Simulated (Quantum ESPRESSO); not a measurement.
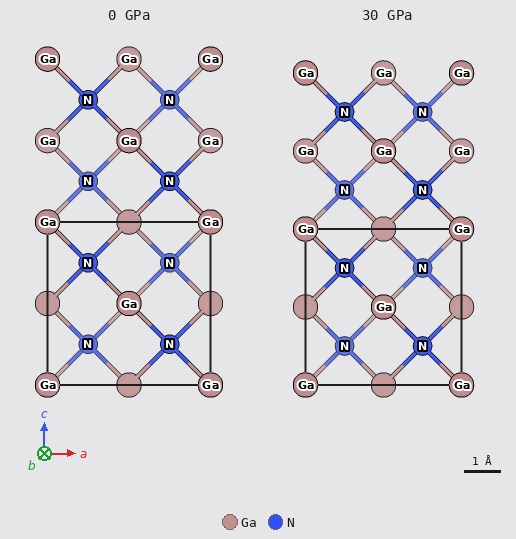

A crystal of GaN (set up in F-43m), relaxed (cell and atoms) at several target pressures. The picture shows the first and the last member. The picture is a ball-and-stick view of the conventional cell (4 times the calculation's cell), repeated 1 × 1 × 2 with one cell outlined, seen along the b axis. Lengths and directions refer to the drawn axes.

Computed with Quantum ESPRESSO 7.5: PBE, SSSP 1.3 efficiency PBE. (plane-wave cutoff 1088 eV; k-point mesh 10 × 10 × 10; occupations fermi-dirac; smearing width 0.05 eV; no spin polarisation)

```csv
pressure (GPa),volume (Å³/atom),a (Å)
0,11.761,4.548
2,11.630,4.531
5,11.447,4.507
10,11.171,4.471
20,?,?
30,10.321,4.355
```

**Estimate the missing row from the others, and compare with the calculation.**

Murnaghan's form V = V₀(1 + B′P/B₀)^(−1/B′), with V₀ = 11.761 Å³ from the row at zero pressure, fits the other rows with B₀ = 175 GPa and B′ = 3.99 (largest miss 0.000 Å³). At 20 GPa it gives 11.761 × (1 + 3.99 × 20/175)^(−1/3.99) = 10.704 Å³ per atom. The calculation gives 10.705 Å³/atom (a = 4.408 Å). The estimate is 0.001 Å³/atom too low. From the first member to the last: Ga–N 1.969 → 1.886 Å.

The whole series:

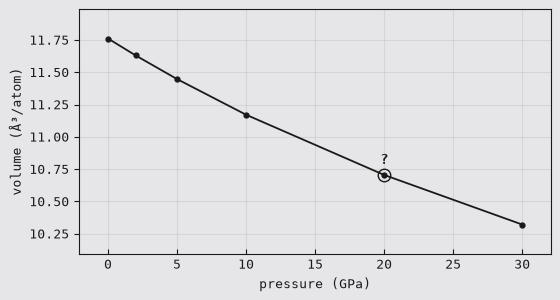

Each member starts from this one structure; whether another phase lies lower wasn't checked.
